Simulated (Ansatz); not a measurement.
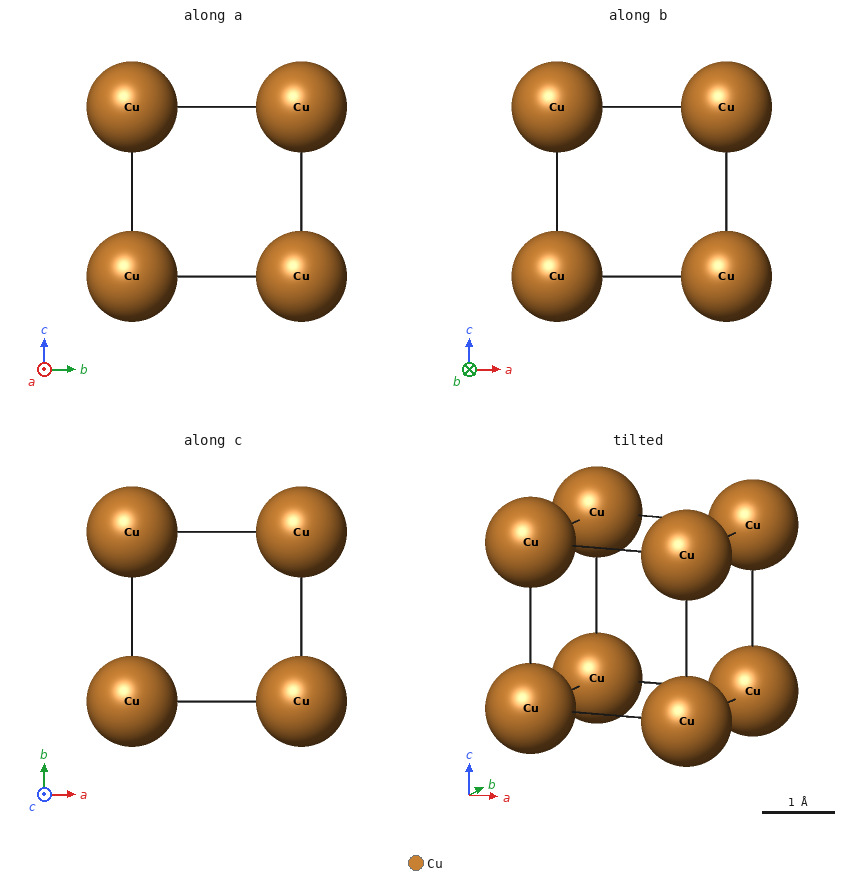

The crystal in a spheres-only representation, seen along the a axis, along the b axis, along the c axis and slightly off an axis. One conventional unit cell is framed, with atoms on its boundary repeated.

Lattice parameters: a = 2.3594 Å, b = 2.3594 Å, c = 2.3594 Å, α = 90.000°, β = 90.000°, γ = 90.000°.

Q: From the views, write a CIF in P1 with every atom of the cell.

A:
```cif
data_structure
_symmetry_space_group_name_H-M 'P 1'
_symmetry_Int_Tables_number 1
_cell_length_a 2.3594
_cell_length_b 2.3594
_cell_length_c 2.3594
_cell_angle_alpha 90.000
_cell_angle_beta 90.000
_cell_angle_gamma 90.000
_cell_volume 13.13
loop_
_atom_site_label
_atom_site_type_symbol
_atom_site_fract_x
_atom_site_fract_y
_atom_site_fract_z
_atom_site_occupancy
Cu1 Cu 0.0000 0.0000 0.0000 1
```

The structure comes from a textbook structure type filled with this element (whether it is the usual form wasn't checked). Cell shown after relaxation with Ansatz 0.2.0, DFT PBEsol, scalar-relativistic, plane waves, PAW.
